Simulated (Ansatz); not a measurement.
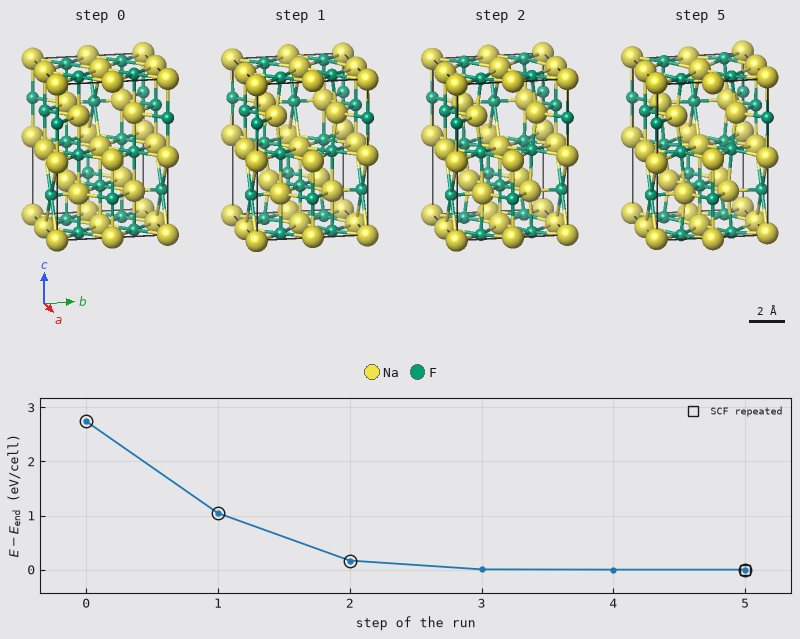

Frames of a relaxation of a defect cell of composition Na8F7 (cell charge +1) (started half-way along a vacancy jump, in the symmetry of that start), marked on the history of the run. A ball-and-stick model of the conventional cell (2 times the calculation's cell), seen slightly off an axis. Lengths and directions refer to the drawn axes.

These are results of Ansatz, DFT PBE, scalar-relativistic, plane waves, PAW, not measurements. Settings: plane-wave cutoff 420 eV; k-point mesh 4 × 4 × 4; occupations gaussian; smearing width 0.05 eV; no spin polarisation; atoms relaxed in a fixed cell; force threshold 0.02 eV/Å; at most 60 steps.

> Describe the path.

The largest moves, 0.36 Å, are those of Na atoms. By element the largest moves are Na 0.36 Å, F 0.22 Å. The lattice vectors keep their values. Near-neighbour distances that change, for instance: Na–Na 3.323 → 2.607 Å, F–Na 1.662 → 2.020 Å, Na–Na 3.323 → 3.039 Å, F–Na 2.350 → 2.174 Å. Among the angles between lasting bonds that change: F–Na–F 90.0° → 106.3°, Na–F–Na 90.0° → 73.7°, F–Na–F 180.0° → 164.8°. Over 4 accepted moves (5 points after the start) the energy falls by 2.740 eV per cell of the calculation. The largest force component goes from 5.5 to 0.0052 eV/Å. 1 step only repeated the SCF at the same geometry. The run took roughly 110 core-seconds on a shared host. From step 0 to 1: Na atoms move most (0.16 Å), energy −1.696 eV per cell of the calculation. From step 1 to 2: Na atoms move most (0.15 Å), energy −0.877 eV per cell of the calculation. From step 2 to 5: Na atoms move most (0.11 Å), energy −0.168 eV per cell of the calculation.

| step | E − E(0), meV/atom | largest force component, eV/Å | note |
| --- | --- | --- | --- |
| 0 | 0.00 | 5.5320 |  |
| 1 | -113.07 | 3.0099 |  |
| 2 | -171.50 | 0.9276 |  |
| 3 | -182.37 | 0.0904 |  |
| 4 | -182.68 | 0.0051 |  |
| 5 | -182.68 | 0.0052 | same geometry, SCF repeated |

Limits of the set-up: the periodic images lie only 6.6 Å apart, so the values are limited by the cell's size; the cell is charged, on a uniform background, and energies carry no finite-size correction.
